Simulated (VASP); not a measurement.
## Geometry relaxation, with input and output: GaN (part 3 of 3)

GaN (P6₃mc, 4 atoms in the cell); Kohn-Sham DFT of a periodic cell, PBE, VASP PAW PBE potentials, recommended, no spin polarisation (VASP 6.6.1); cutoff 350 eV, 12×12×6 k-mesh, Gaussian smearing of 0.02 eV. The structure derives from an entry of the Crystallography Open Database.

Geometry of the input (Å; fractional positions):
```
3.1698  -0.0000  -0.0000
-1.5849  2.7451  0.0000
-0.0000  0.0000  5.1631
Ga 0.3333  0.6667  0.9992
Ga 0.6667  0.3333  0.4992
N  0.3333  0.6667  0.3758
N  0.6667  0.3333  0.8758
```

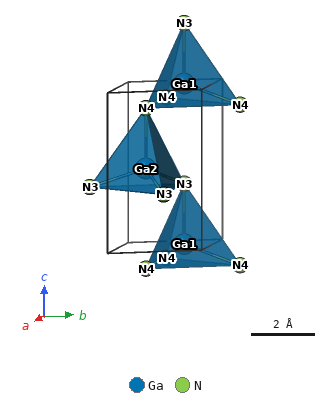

Figure 1. The geometry at step 3 of the log (polyhedral view of the cell of the calculation, seen slightly off an axis; polyhedra are completed across the faces of the cell; atoms are numbered from 1 in the order of the input).

## Parts of OUTCAR, continued
```
  FORCE on cell =-STRESS in cart. coord.  units (eV):
  Direction    XX          YY          ZZ          XY          YZ          ZX
  --------------------------------------------------------------------------------------
  -------------------------------------------------------------------------------------
  Total       -0.0379041     -0.0379041     -0.0131643     -0.0000000      0.0000000      0.0000000
  in kB       -1.3523945     -1.3523945     -0.4696953     -0.0000000      0.0000000      0.0000000
  external PRESSURE =      -1.0581614 kB  Pullay stress =       0.0000000 kB

 VOLUME and BASIS-vectors are now :
 -----------------------------------------------------------------------------
  energy-cutoff  :      350.00
  volume of cell :       44.90
      direct lattice vectors                 reciprocal lattice vectors
     3.169166701 -0.000000000  0.000000000     0.315540359  0.182177312  0.000000000
    -1.584583350  2.744578868  0.000000000     0.000000000  0.364354623  0.000000000
     0.000000000  0.000000000  5.162645635     0.000000000  0.000000000  0.193699136

 POSITION                                       TOTAL-FORCE (eV/Angst)
 -----------------------------------------------------------------------------------
     -0.00000      1.82972      5.15850        -0.000000      0.000000      0.000980
      1.58458      0.91486      2.57718         0.000000      0.000000      0.000980
     -0.00000      1.82972      1.94014        -0.000000     -0.000000     -0.000980
      1.58458      0.91486      4.52146         0.000000     -0.000000     -0.000980
 -----------------------------------------------------------------------------------
    total drift:                               -0.000009      0.000008     -0.002273

  FREE ENERGIE OF THE ION-ELECTRON SYSTEM (eV)
  ---------------------------------------------------
  free  energy   TOTEN  =       -24.2422428755 eV

  energy  without entropy=      -24.2422428755  energy(sigma->0) =      -24.24224288

--------------------------------------- Ionic step        6  -------------------------------------------

 number of electron      35.9999966 magnetization

------------------------ aborting loop because EDIFF is reached ----------------------------------------

  FORCE on cell =-STRESS in cart. coord.  units (eV):
  Direction    XX          YY          ZZ          XY          YZ          ZX
  --------------------------------------------------------------------------------------
  -------------------------------------------------------------------------------------
  Total       -0.0038032     -0.0038032      0.0075069     -0.0000000      0.0000000      0.0000000
  in kB       -0.1357537     -0.1357537      0.2679592     -0.0000000      0.0000000      0.0000000
  external PRESSURE =      -0.0011827 kB  Pullay stress =       0.0000000 kB

 VOLUME and BASIS-vectors are now :
 -----------------------------------------------------------------------------
  energy-cutoff  :      350.00
  volume of cell :       44.89
      direct lattice vectors                 reciprocal lattice vectors
     3.168611355 -0.000000000  0.000000000     0.315595663  0.182209241  0.000000000
    -1.584305678  2.744097925  0.000000000     0.000000000  0.364418482  0.000000000
     0.000000000  0.000000000  5.162194149     0.000000000  0.000000000  0.193716077

 POSITION                                       TOTAL-FORCE (eV/Angst)
 -----------------------------------------------------------------------------------
     -0.00000      1.82940      5.15805         0.000000     -0.000000      0.002260
      1.58431      0.91470      2.57695         0.000000      0.000000      0.002260
     -0.00000      1.82940      1.93997        -0.000000      0.000000     -0.002260
      1.58431      0.91470      4.52107         0.000000     -0.000000     -0.002260
 -----------------------------------------------------------------------------------
    total drift:                               -0.000009      0.000007     -0.001781

  FREE ENERGIE OF THE ION-ELECTRON SYSTEM (eV)
  ---------------------------------------------------
  free  energy   TOTEN  =       -24.2422507258 eV

  energy  without entropy=      -24.2422507258  energy(sigma->0) =      -24.24225073

--------------------------------------- Ionic step        7  -------------------------------------------

 number of electron      35.9999966 magnetization

 Free energy of the ion-electron system (eV)
  ---------------------------------------------------
  ext. energy  EPLUGINS =         0.00000000
  ---------------------------------------------------
  free energy    TOTEN  =       -24.24225201 eV

  energy without entropy =      -24.24225201  energy(sigma->0) =      -24.24225201

 E-fermi :   5.6326     XC(G=0): -11.7669     alpha+bet :-13.6441

 val. band max:        5.5214992588   @ k =   0.0000   0.0000   0.0000
 cond. band min:       7.5181811291   @ k =   0.0000   0.0000   0.0000
 fundamental gap:      1.9966818703
 Fermi energy:         5.6326181092

 k-point     1 :       0.0000    0.0000    0.0000
  band No.  band energies     occupation
      1     -10.6480      2.00000
      2      -9.6571      2.00000
      3      -7.9207      2.00000
      4      -7.9047      2.00000
      5      -7.9047      2.00000
      6      -7.8395      2.00000
      7      -7.8395      2.00000
      8      -7.6343      2.00000
      9      -7.6343      2.00000
     10      -7.5318      2.00000
     11      -7.5318      2.00000
     12      -6.3262      2.00000
     13      -1.6642      2.00000
     14       4.4554      2.00000
     15       4.4554      2.00000
     16       5.4899      2.00000
     17       5.5215      2.00000
     18       5.5215      2.00000
     19       7.5182      0.00000
     20       9.8779      0.00000
     21      14.8325      0.00000
     22      15.5170      0.00000

 k-point     2 :       0.0833    0.0000    0.0000
  band No.  band energies     occupation
      1     -10.5769      2.00000
      2      -9.6372      2.00000
      3      -7.9142      2.00000
      4      -7.8940      2.00000
      5      -7.8829      2.00000
      6      -7.8315      2.00000
      7      -7.8251      2.00000
      8      -7.6404      2.00000
      9      -7.6351      2.00000
     10      -7.5444      2.00000
     11      -7.5299      2.00000
     12      -6.2776      2.00000
     13      -1.5599      2.00000
     14       3.9456      2.00000
     15       4.3168      2.00000
     16       4.9017      2.00000
     17       5.4212      2.00000
     18       5.4598      2.00000
     19       8.0930      0.00000
     20      10.3225      0.00000
     21      14.6466      0.00000
     22      15.0258      0.00000

 k-point     3 :       0.1667    0.0000    0.0000
  band No.  band energies     occupation
      1     -10.3819      2.00000
      2      -9.5887      2.00000
      3      -7.8889      2.00000
      4      -7.8679      2.00000
      5      -7.8256      2.00000
      6      -7.7936      2.00000
      7      -7.7854      2.00000
      8      -7.6572      2.00000
      9      -7.6330      2.00000
     10      -7.5715      2.00000
     11      -7.5255      2.00000
     12      -6.1419      2.00000
     13      -1.2660      2.00000
     14       2.7665      2.00000
     15       3.7970      2.00000
     16       3.9491      2.00000
     17       5.2029      2.00000
     18       5.2818      2.00000
     19       9.0447      0.00000
     20      11.1753      0.00000
     21      13.7708      0.00000
     22      14.5576      0.00000

 k-point     4 :       0.2500   -0.0000    0.0000
  band No.  band energies     occupation
      1     -10.1208      2.00000
      2      -9.5347      2.00000
      3      -7.8625      2.00000
      4      -7.8421      2.00000
      5      -7.7760      2.00000
      6      -7.7316      2.00000
      7      -7.6780      2.00000
      8      -7.6668      2.00000
      9      -7.6180      2.00000
     10      -7.5581      2.00000
     11      -7.5200      2.00000
     12      -5.9498      2.00000
     13      -0.8290      2.00000
     14       1.4635      2.00000
     15       2.6291      2.00000
     16       3.4948      2.00000
     17       4.7999      2.00000
     18       5.0201      2.00000
     19       9.8947      0.00000
     20      11.5621      0.00000
     21      12.9815      0.00000
     22      14.1744      0.00000

 k-point     5 :       0.3333   -0.0000    0.0000
  band No.  band energies     occupation
      1      -9.8779      2.00000
      2      -9.4947      2.00000
      3      -7.8496      2.00000
      4      -7.8288      2.00000
      5      -7.7437      2.00000
      6      -7.6796      2.00000
      7      -7.6767      2.00000
      8      -7.6442      2.00000
      9      -7.5866      2.00000
     10      -7.5133      2.00000
     11      -7.2601      2.00000
     12      -5.7759      2.00000
     13      -0.5106      2.00000
     14       0.5422      2.00000
     15       1.5758      2.00000
     16       3.0934      2.00000
     17       4.2344      2.00000
     18       4.7538      2.00000
     19      10.4710      0.00000
     20      11.3532      0.00000
     21      12.3022      0.00000
     22      14.1020      0.00000

 [... the levels of 18 k-points are left out ...]

 k-point    24 :       0.3333   -0.0000    0.1667
  band No.  band energies     occupation
      1      -9.8345      2.00000
      2      -9.5021      2.00000
      3      -7.8544      2.00000
      4      -7.8183      2.00000
      5      -7.7605      2.00000
      6      -7.6883      2.00000
      7      -7.6825      2.00000
      8      -7.6295      2.00000
      9      -7.5832      2.00000
     10      -7.5201      2.00000
     11      -7.2106      2.00000
     12      -5.9519      2.00000
     13      -0.5385      2.00000
     14       0.8339      2.00000
     15       1.4922      2.00000
     16       3.1936      2.00000
     17       4.3328      2.00000
     18       4.6281      2.00000
     19      10.1651      0.00000
     20      11.3536      0.00000
     21      12.6418      0.00000
     22      13.9223      0.00000

 [... further k-points ...]

------------------------ aborting loop because EDIFF is reached ----------------------------------------

  FORCE on cell =-STRESS in cart. coord.  units (eV):
  Direction    XX          YY          ZZ          XY          YZ          ZX
  --------------------------------------------------------------------------------------
  -------------------------------------------------------------------------------------
  Total       -0.0047945     -0.0047945      0.0007890     -0.0000000      0.0000000      0.0000000
  in kB       -0.1711364     -0.1711364      0.0281644     -0.0000000      0.0000000      0.0000000
  external PRESSURE =      -0.1047028 kB  Pullay stress =       0.0000000 kB

 VOLUME and BASIS-vectors are now :
 -----------------------------------------------------------------------------
  energy-cutoff  :      350.00
  volume of cell :       44.89
      direct lattice vectors                 reciprocal lattice vectors
     3.168503879 -0.000000000  0.000000000     0.315606368  0.182215422  0.000000000
    -1.584251939  2.744004847  0.000000000     0.000000000  0.364430843  0.000000000
    -0.000000000  0.000000000  5.162624242     0.000000000  0.000000000  0.193699939

 POSITION                                       TOTAL-FORCE (eV/Angst)
 -----------------------------------------------------------------------------------
     -0.00000      1.82934      5.15857        -0.000000     -0.000000      0.000202
      1.58425      0.91467      2.57726         0.000000      0.000000      0.000202
     -0.00000      1.82934      1.94003        -0.000000      0.000000     -0.000202
      1.58425      0.91467      4.52135         0.000000     -0.000000     -0.000202
 -----------------------------------------------------------------------------------
    total drift:                               -0.000009      0.000007     -0.003496

  FREE ENERGIE OF THE ION-ELECTRON SYSTEM (eV)
  ---------------------------------------------------
  free  energy   TOTEN  =       -24.2422520067 eV

  energy  without entropy=      -24.2422520067  energy(sigma->0) =      -24.24225201

 reached required accuracy - stopping structural energy minimisation
```

## CONTCAR
```
GaN
   1.00000000000000
     3.1685038790391711   -0.0000000000000229    0.0000000000000000
    -1.5842519394696251    2.7440048472681369    0.0000000000000000
    -0.0000000000000000    0.0000000000000000    5.1626242422278095
  Ga              N
     2     2
Direct
     0.3333333300000021    0.6666666699999979    0.9992154636143478
     0.6666666699999979    0.3333333300000021    0.4992154636143478
     0.3333333300000021    0.6666666699999979    0.3757845363856522
     0.6666666699999979    0.3333333300000021    0.8757845363856522

  0.00000000E+00  0.00000000E+00  0.00000000E+00
  0.00000000E+00  0.00000000E+00  0.00000000E+00
  0.00000000E+00  0.00000000E+00  0.00000000E+00
  0.00000000E+00  0.00000000E+00  0.00000000E+00
```

## Trajectory as extended XYZ (Å, eV, eV/Å), 7 frames, from step=0 to step=6
```
4
Lattice="3.1698 0.0000 0.0000 -1.5849 2.7451 0.0000 0.0000 0.0000 5.1631" Properties=species:S:1:pos:R:3:forces:R:3 step=0 energy=-24.24222
Ga    0.0000    1.8301    5.1590    0.0000   0.0000  -0.0003
Ga    1.5849    0.9150    2.5774    0.0000   0.0000  -0.0003
N     0.0000    1.8301    1.9403    0.0000   0.0000   0.0003
N     1.5849    0.9150    4.5219    0.0000   0.0000   0.0003
4
Lattice="3.1670 -0.0000 0.0000 -1.5835 2.7427 0.0000 0.0000 0.0000 5.1609" Properties=species:S:1:pos:R:3:forces:R:3 step=1 energy=-24.24220
Ga    0.0000    1.8285    5.1567    0.0000   0.0000   0.0057
Ga    1.5835    0.9142    2.5763    0.0000   0.0000   0.0057
N     0.0000    1.8285    1.9395    0.0000   0.0000  -0.0057
N     1.5835    0.9142    4.5199    0.0000   0.0000  -0.0057
4
Lattice="3.1685 -0.0000 0.0000 -1.5843 2.7440 0.0000 0.0000 0.0000 5.1621" Properties=species:S:1:pos:R:3:forces:R:3 step=2 energy=-24.24225
Ga    0.0000    1.8294    5.1580    0.0000   0.0000   0.0023
Ga    1.5843    0.9147    2.5769    0.0000   0.0000   0.0023
N     0.0000    1.8294    1.9400    0.0000   0.0000  -0.0023
N     1.5843    0.9147    4.5210    0.0000   0.0000  -0.0023
4
Lattice="3.1686 -0.0000 0.0000 -1.5843 2.7441 0.0000 0.0000 0.0000 5.1622" Properties=species:S:1:pos:R:3:forces:R:3 step=3 energy=-24.24225
Ga    0.0000    1.8294    5.1580    0.0000   0.0000   0.0023
Ga    1.5843    0.9147    2.5769    0.0000   0.0000   0.0023
N     0.0000    1.8294    1.9400    0.0000   0.0000  -0.0023
N     1.5843    0.9147    4.5210    0.0000   0.0000  -0.0023
4
Lattice="3.1692 -0.0000 0.0000 -1.5846 2.7446 0.0000 0.0000 0.0000 5.1626" Properties=species:S:1:pos:R:3:forces:R:3 step=4 energy=-24.24224
Ga    0.0000    1.8297    5.1585    0.0000   0.0000   0.0010
Ga    1.5846    0.9149    2.5772    0.0000   0.0000   0.0010
N     0.0000    1.8297    1.9401    0.0000   0.0000  -0.0010
N     1.5846    0.9149    4.5215    0.0000   0.0000  -0.0010
4
Lattice="3.1686 -0.0000 0.0000 -1.5843 2.7441 0.0000 0.0000 0.0000 5.1622" Properties=species:S:1:pos:R:3:forces:R:3 step=5 energy=-24.24225
Ga    0.0000    1.8294    5.1580    0.0000   0.0000   0.0023
Ga    1.5843    0.9147    2.5770    0.0000   0.0000   0.0023
N     0.0000    1.8294    1.9400    0.0000   0.0000  -0.0023
N     1.5843    0.9147    4.5211    0.0000   0.0000  -0.0023
4
Lattice="3.1685 -0.0000 0.0000 -1.5843 2.7440 0.0000 -0.0000 0.0000 5.1626" Properties=species:S:1:pos:R:3:forces:R:3 step=6 energy=-24.24225
Ga    0.0000    1.8293    5.1586    0.0000   0.0000   0.0002
Ga    1.5843    0.9147    2.5773    0.0000   0.0000   0.0002
N     0.0000    1.8293    1.9400    0.0000   0.0000  -0.0002
N     1.5843    0.9147    4.5213    0.0000   0.0000  -0.0002
```

## Key numbers

- outcome: converged
- space group (tolerance 0.01 Å): P6₃mc (186)
- electrons treated: 36
- free energy: −24.2423 eV
- Fermi energy: 5.633 eV
- gap on the k-point mesh: 2.00 eV
- pressure: −0.01 GPa
- final volume: 44.89 Å³
- largest force (length of the vector) at the end: under 0.001 eV/Å
- final cell: a = 3.169 Å, b = 3.169 Å, c = 5.163 Å, α = 90.00°, β = 90.00°, γ = 120.00°
- hardware: 1 thread of Intel Xeon @ 2.50GHz (Skylake/Cascade Lake), 64 GiB of memory available, shared host
- wall time: 2.5 min
- peak memory: 0.16 GiB
